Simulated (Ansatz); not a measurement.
**Run report: AlO2, single-point calculation**

The run: single-point calculation of AlO2 (Cmcm, 6 atoms in the cell). Method and program: DFT, PBE, dispersion d3bj, plane waves, PAW, spin-polarised (Ansatz 0.2.0).

The structure derives from a Materials Project entry. Some settings of this run were made unusual or wrong on purpose.

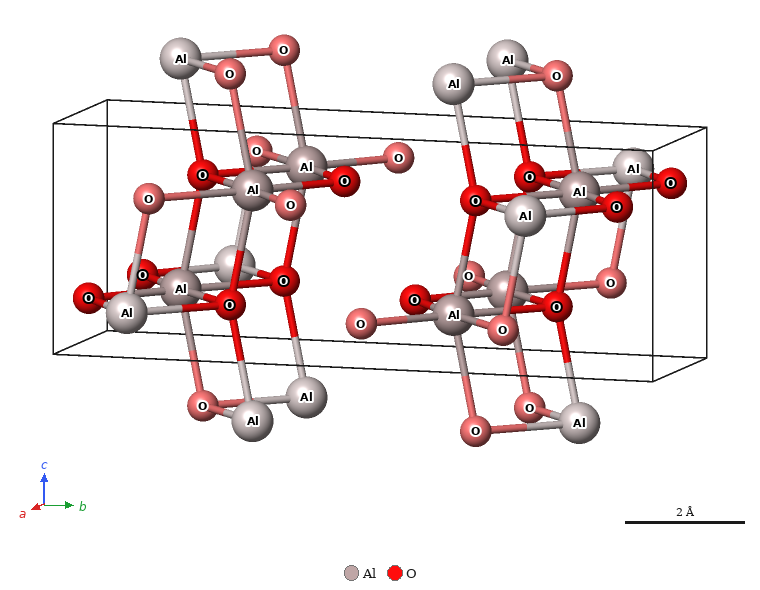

Fig. 1: The structure as given in the input (ball-and-stick view of the cell 2 times as large as that of the calculation, set on its symmetry axes, seen slightly off an axis; neighbours outside the cell are drawn fainter). Near neighbours in the crystal (not all of them lie inside the picture): Al has 6 O at 1.87 to 2.00 Å; O has 4 Al at 2.00 Å; O has 2 Al at 1.87 Å.

What the run reported

```csv
quantity,value
outcome,converged
space group (tolerance 0.01 Å),Cmcm (63)
electrons treated,30
free energy,−3350.0754 eV
Fermi energy,5.661 eV
gap on the k-point mesh,none (metallic)
net moment of the cell,0.00 μB
integrated absolute moment,0.00 μB
pressure,−9.24 GPa
largest force (length of the vector),0.776 eV/Å
hardware,"2 threads of Intel Xeon (Granite Rapids), 176 GiB of memory available, shared host"
wall time,53 s (CPU time 94 s)
peak memory,1.4 GiB
```

What went wrong

This input holds a deliberate fault: a smearing of electronvolts (`scf.occupations`). So wide a smearing fills empty bands and washes out gaps and moments. The run converged all the same; its numbers are those of the faulty input and shouldn't be used. The program warns: some starting moments were not kept.

The input
```yaml
crystal:
  lattice:
    - [1.4782141285, -5.3062068842, 0.0]
    - [1.4782141285, 5.3062068842, 0.0]
    - [0.0, 0.0, 3.926162937]
  atoms:
    - { symbol: Al, position: [0.3323727374, 0.6676272626, 0.25] }
    - { symbol: Al, position: [0.6676272626, 0.3323727374, 0.75] }
    - { symbol: O, position: [0.7047888594, 0.2952111406, 0.25] }
    - { symbol: O, position: [0.2952111406, 0.7047888594, 0.75] }
    - { symbol: O, position: [0.9409365801, 0.0590634199, 0.25], spin: 0.8 }
    - { symbol: O, position: [0.0590634199, 0.9409365801, 0.75], spin: 0.8 }
basis:
  ecutwfc: 420
kpoints:
  mp_grid: { grid: [16, 16, 14] }
hamiltonian:
  xc: pbe
  dispersion: d3bj
scf:
  occupations: { method: gaussian, width: 2.0 }
  max_iter: 50
output:
  forces: true
  eigenvalues: true
  stress: true
magnetization:
  spin_polarized: true
```

Run as:
```bash
ansatz run input.yaml --threads 2 --pin off --max-ram 5120MiB --backend cpu --events-out ev --progress --plain --runs-dir out
```

Log
```
band count auto-derived: 27 (N_el = 30.0; filled up to band 15; 22 by the electrons, moments and atoms)
Engine: ansatz 0.2.0, x86_64-unknown-linux-gnu
Pseudopotentials: kind: paw
Pseudopotential: Al, paw, valence charge 3, recommended cutoff 420 eV (normal), Al.paw.azcp
Pseudopotential: O, paw, valence charge 6, recommended cutoff 420 eV (normal), O.paw.azcp
Functional definition: PBE
  parameter kappa = 0.804
  parameter beta = 0.06672455060314922
  exchange = pbe_x(kappa = kappa, mu = beta*pi^2/3)
  correlation = pbe_c(beta = beta)
Crystal: 6 atoms, lattice volume = 61.591 Å³
Basis set: ecut = 420 eV, 1213 PW (Γ), exchange–correlation on 80×80×54 points (8 copies of the dense FFT grid, shifted against one another)
Bands: 27, of which v1, the nominal top of the filled ones, is band 15 counted from 1 (14 counted from 0)
Symmetry: 8 space group operations
Space group: Cmcm (ITA 63), of the structure as read, at distance tolerance 3.9e-5 Å
Magnetic group: BNS 63.457 (UNI 555), of the structure as read, at distance tolerance 3.9e-5 Å
k-points: 584 of 3584
Non-local potential: Al, projectors of the file, l = 0: 2, l = 1: 2, l = 2: 1
Non-local potential: O, projectors of the file, l = 0: 2, l = 1: 2, l = 2: 1
PAW form: soft (Blöchl's): semilocal exchange-correlation on the pseudo side does not see the compensation charge
PAW one-centre angular grid: Al, 110 points (default); XC on 64 Gauss nodes
PAW one-centre angular grid: O, 110 points (default); XC on 64 Gauss nodes
Initial density: superposition of atomic densities (chi_scale 0.1, normalization cell, long waves kept (reshape's long-wave potential 0.12 eV rms))
Starting moments: Σ|m| = 1.6 μB on 2 of 6 sites
Initial wavefunctions: pseudopotential atomic-orbital guess
Functional: x = pbe(κ = 0.804, μ = 0.2195149727645171), c = pbe(β = 0.06672455060314922)
SCF iter   1: F=—  HF=-3351.356621 eV  |F-HF|=—  |Δ(HF+E_count)|=         —  Δρ=5.77e-2 (↑5.04e-2 ↓5.77e-2)  dr2=6.50e0  dr2_m=2.52e-1  M=0.762 μB ∫|m|=0.809 μB  β_m=0.30  ethr=3.10e-3  ⟨swp⟩=5.3  Hψ=145221  notcnv=0
preconditioner: auto → Kerker (q_TF=auto, 2.420 Å⁻¹)  [metal: Δε(μ)=0.002 eV  Ē_g=18.743 eV  σ=2.000 eV  W_gap=0.00  n_scr=14 (ndim 8)  ℏωp=25.9 eV  f_vac=0.000  D(μ)=1.57/eV (n_scr^D=8)]
spin=Collinear: Kerker preconditioning applied to the charge; magnetization (m = ρ↑ − ρ↓) channel mixes plain (no charge-response kernel on spin).
SCF iter   2: F=—  HF=-3350.330999 eV  |F-HF|=—  |Δ(HF+E_count)|=    1.03e0  Δρ=3.69e-2 (↑2.62e-2 ↓3.69e-2)  dr2=1.84e0  dr2_m=1.96e-1  M=0.634 μB ∫|m|=0.684 μB  β_m=0.30  ethr=3.10e-3  ⟨swp⟩=2.5  Hψ=58046  notcnv=0
spin-set hold released at iteration 2 (site moments show no strong build): the magnetisation degrees of freedom join the quasi-Newton model from the next iteration; the mixer history was kept
SCF iter   3: F=—  HF=-3350.009513 eV  |F-HF|=—  |Δ(HF+E_count)|=   3.21e-1  Δρ=2.45e-2 (↑1.88e-2 ↓2.45e-2)  dr2=3.80e-1  dr2_m=1.52e-1  M=0.527 μB ∫|m|=0.578 μB  β_m=0.30  ethr=3.10e-3  ⟨swp⟩=2.8  Hψ=49180  notcnv=0
SCF iter   4: F=—  HF=-3350.009769 eV  |F-HF|=—  |Δ(HF+E_count)|=   2.56e-4  Δρ=1.78e-2 (↑1.78e-2 ↓9.61e-3)  dr2=1.17e-1  dr2_m=8.94e-2  M=0.421 μB ∫|m|=0.463 μB  β_m=0.61  ethr=1.27e-3  ⟨swp⟩=2.3  Hψ=55886  notcnv=0
SCF iter   5: F=—  HF=-3350.084333 eV  |F-HF|=—  |Δ(HF+E_count)|=   7.46e-2  Δρ=1.25e-2 (↑5.21e-3 ↓1.25e-2)  dr2=1.79e-1  dr2_m=1.60e-2  M=0.194 μB ∫|m|=0.220 μB  β_m=0.70  ethr=3.91e-4  ⟨swp⟩=2.0  Hψ=43877  notcnv=0
SCF iter   6: F=—  HF=-3350.067760 eV  |F-HF|=—  |Δ(HF+E_count)|=   1.66e-2  Δρ=4.79e-3 (↑4.79e-3 ↓3.38e-3)  dr2=4.93e-3  dr2_m=8.30e-3  M=0.145 μB ∫|m|=0.164 μB  β_m=0.85  ethr=3.91e-4  ⟨swp⟩=1.6  Hψ=46612  notcnv=0
SCF iter   7: F=—  HF=-3350.074804 eV  |F-HF|=—  |Δ(HF+E_count)|=   7.04e-3  Δρ=1.13e-3 (↑1.00e-3 ↓1.13e-3)  dr2=2.99e-4  dr2_m=5.80e-4  M=0.039 μB ∫|m|=0.045 μB  β_m=0.92  ethr=1.64e-5  ⟨swp⟩=2.0  Hψ=47159  notcnv=0
SCF iter   8: F=—  HF=-3350.075379 eV  |F-HF|=—  |Δ(HF+E_count)|=   5.75e-4  Δρ=2.04e-4 (↑1.59e-4 ↓2.04e-4)  dr2=2.22e-5  dr2_m=1.63e-5  M=0.006 μB ∫|m|=0.007 μB  β_m=0.96  ethr=9.96e-7  ⟨swp⟩=2.0  Hψ=47958  notcnv=0
SCF iter   9: F=—  HF=-3350.075399 eV  |F-HF|=—  |Δ(HF+E_count)|=   2.00e-5  Δρ=4.18e-5 (↑2.92e-5 ↓4.18e-5)  dr2=6.18e-6  dr2_m=2.91e-7  M=0.001 μB ∫|m|=0.001 μB  β_m=0.98  ethr=7.38e-8  ⟨swp⟩=2.0  Hψ=45966  notcnv=0
SCF iter  10: F=—  HF=-3350.075400 eV  |F-HF|=—  |Δ(HF+E_count)|=   2.02e-7  Δρ=1.55e-5 (↑9.38e-6 ↓1.55e-5)  dr2=7.48e-7  dr2_m=2.03e-8  M=0.000 μB ∫|m|=0.000 μB  β_m=0.99  ethr=2.06e-8  ⟨swp⟩=2.1  Hψ=46007  notcnv=0
SCF iter  11: F=—  HF=-3350.075400 eV  |F-HF|=—  |Δ(HF+E_count)|=   5.46e-8  Δρ=2.54e-6 (↑2.31e-6 ↓2.54e-6)  dr2=1.06e-8  dr2_m=1.08e-9  M=-0.000 μB ∫|m|=0.000 μB  β_m=1.00  ethr=3.33e-10  ⟨swp⟩=8.3  Hψ=145451  notcnv=0
SCF iter  12: F=—  HF=-3350.075400 eV  |F-HF|=—  |Δ(HF+E_count)|=   7.72e-9  Δρ=1.56e-6 (↑1.56e-6 ↓1.33e-6)  dr2=4.17e-9  dr2_m=8.12e-11  M=0.000 μB ∫|m|=0.000 μB  β_m=0.89  ethr=3.53e-11  ⟨swp⟩=3.0  Hψ=69730  notcnv=0
SCF iter  13: F=-3350.075400 eV  HF=-3350.075400 eV  |F-HF|=1.86e-10  |Δ(HF+E_count)|=  4.91e-11  Δρ=3.83e-7 (↑2.77e-7 ↓3.83e-7)  dr2=2.34e-10  dr2_m=1.34e-11  M=0.000 μB ∫|m|=0.000 μB  ethr=1.39e-11  ⟨swp⟩=2.7  Hψ=57414  notcnv=0
SCF 1 converged in 13 iterations: F = -3350.075400 eV  dr2 = 2.34e-10
  greatest PAW one-centre occupation: 0.874 electrons in one spin orbital (limit 2), on the O atom at site 5 (counted from 0), in its partial waves of l = 0
```

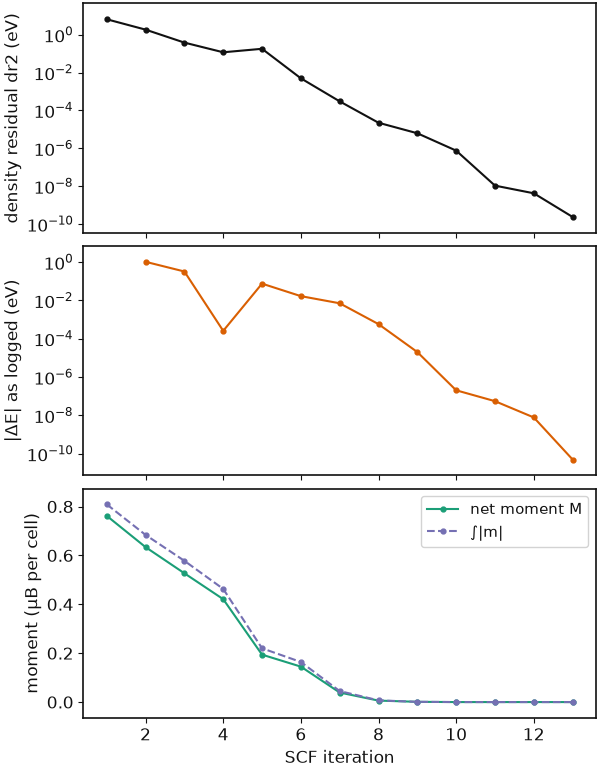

Fig. 2: Convergence of the self-consistent field: density residual dr2, size of the energy change and magnetic moment against the SCF iteration. The residual falls almost steadily, with no more than small rises. The net moment goes from 0.8 to 0.0 μB per cell, and ∫|m| falls to zero.

```
WARN: the starting moments were not kept: the SCF closed with an absolute magnetisation of 5.2e-6 μB, where they sum to 1.6 μB in size (2 sites). That is at most 0.1 of that sum. Measured as dr2_m measures the in/out step, that magnetisation stands 7.5e-12 eV from none, at or under the dr2_threshold of 1.0e-7 eV: it is no larger than a step whose dr2_m would equal this threshold. The system may hold no moment; this SCF shows only that its start led to no more than that. To try another start: raise the starting moments (crystal.atoms[].spin, magnetization.per_species, magnetization.initial_magnetization, or on a non-collinear deck that types none of these the spinor_matrix: blocks that start its atoms; where the total moment is fixed, keep their sum and leave initial_magnetization as it is; typed ones take the place of any that the run laid by itself, positive ones on a crystal's lanthanoids without a Hubbard term where scf.initial_density.shell_occupations: [] is typed) or, if the notice of its spin-set hold's release reads "site moments contracting" or "site moments show no strong build", lengthen the hold (scf.mixing.spin_hold: { on: { confirm: 4 } }; for m-r²SCAN on two components see the key's manual first). Each may lead to a state that holds a moment. A second SCF, from the converged charge density, with the starting moments and any scf.initial_density.shell_occupations laid on it anew, would have followed, and was not run: the deck does not ask for one (magnetization.retry_lost_moments is false, the default). To let it run, set magnetization.retry_lost_moments: true and run the deck again, where that key's refused combinations let it; where memory then withholds it, that run's warning says so.
SCF converged after 13 iterations
Magnetization: 0.0000 μB (15.0000 up, 15.0000 down)
Absolute magnetization: 0.0000 μB (∫|ρ↑−ρ↓|, with the PAW one-centre terms)
Spin contamination: 0.0000 ħ² per cell (⟨S²⟩ above its minimum at these occupations)
Per-site moments (μB) at R_I (Å): [(-3.004609061968694e-8, 0.773094519478602), (-3.004609058274941e-8, 0.773094519478602), (8.102210725258366e-7, 0.8259502543427696), (8.102210725096517e-7, 0.8259502543427696), (1.1028242795113503e-6, 0.773094519478602), (1.1028242794737251e-6, 0.773094519478602)]
Free energy (F): -3350.075400 eV
Harris-Foulkes:  -3350.075400 eV  (|F-HF|=1.86e-10)
Internal energy: -3346.505997 eV  (E = F + TS)
E sigma→0 (E₀):  -3348.290698 eV
Entropy (-TS):   -3.569402 eV (-594.900 meV/atom)
Fermi energy:    5.660834 eV
--- Per-component energies (eV) ---
  E_band       = -45.844455
  E_kinetic    = 749.038174
  E_local      = -1443.976626  (includes V_loc(G=0)·N_el)
  E_nonlocal   = 210.429419
  E_hartree    = 510.459751
  E_xc         = -374.188596
  E_vxc        = -434.025664  (∫ρ·V_xc dr)
  E_paw        = -1565.332760  (= ΣΔE_a)
  E_vpaw       = -148.238725  (= ΣTr[D̂ρ^β])
  E_aug_tail   = 0.009721  (compensation charges beyond the density's cutoff)
  E_ewald      = -1431.939908
  E_disp       = -1.005171  (pairwise vdW)
  E_smearing   = -3.569402  (= −TS)
  E_closure    = 0.000000  (closes the sum)
  Σ components = -3350.075400   (vs F -3350.075400, Δ=0.00e0)
--- Forces (eV/Å), atoms counted from 1 ---
  atom   1  Al     0.00000000    -0.41117379     0.00000000
  atom   2  Al     0.00000000     0.41117379     0.00000000
  atom   3  O      0.00000000    -0.32128522     0.00000000
  atom   4  O      0.00000000     0.32128522     0.00000000
  atom   5  O      0.00000000     0.77567683     0.00000000
  atom   6  O      0.00000000    -0.77567683     0.00000000
  max |Σ_I F_I| component: 1.11e-16 eV/Å
--- Stress (GPa, compression-positive) ---
      -10.643942       0.000000       0.000000
        0.000000      -4.306277       0.000000
        0.000000       0.000000     -12.779526
  P = ⅓ Tr σ = -9.2432 GPa (-92.432 kbar)
--- Band table (eV; the first three rows and the last of 1168) ---
  k-point 0 ↑: bands = ["-14.0512", "-11.8971", "-11.6248", "-11.3105", "-0.9178", "0.5395", "1.2580", "2.0925", "2.8154", "2.9104", "2.9804", "3.7754", "3.9047", "4.1964", "5.1811", "5.3992", "10.4214", "13.0673", "14.6884", "15.7858", "17.5397", "18.2964", "18.9158", "20.1707", "20.4358", "20.4759", "20.7783"]
  k-point 1 ↑: bands = ["-14.0256", "-11.8880", "-11.6569", "-11.3210", "-0.8944", "0.5089", "1.1443", "2.1146", "2.9075", "2.9795", "2.9915", "3.7892", "3.8934", "4.1645", "5.1694", "5.3259", "10.5419", "13.1258", "14.6365", "15.7101", "17.5821", "18.2356", "18.7951", "20.0796", "20.4711", "20.5242", "20.8198"]
  k-point 2 ↑: bands = ["-13.9495", "-11.8612", "-11.7559", "-11.3463", "-0.8371", "0.4588", "0.8698", "2.1793", "3.0238", "3.1016", "3.1487", "3.8265", "3.8595", "4.0718", "5.1352", "5.1559", "10.8728", "13.2919", "14.4986", "15.4994", "17.6957", "17.9950", "18.6921", "20.0261", "20.2060", "20.6497", "21.4782"]
  k-point 583 ↓: bands = ["-12.8530", "-12.8530", "-11.7057", "-11.7057", "-0.0924", "-0.0924", "2.0305", "2.0305", "2.8469", "2.8469", "2.9399", "2.9399", "3.5555", "3.5555", "5.4287", "5.4287", "13.8042", "13.8042", "14.1680", "14.1680", "18.2241", "18.2241", "18.7370", "18.7370", "20.0311", "20.0311", "20.1276"]
```
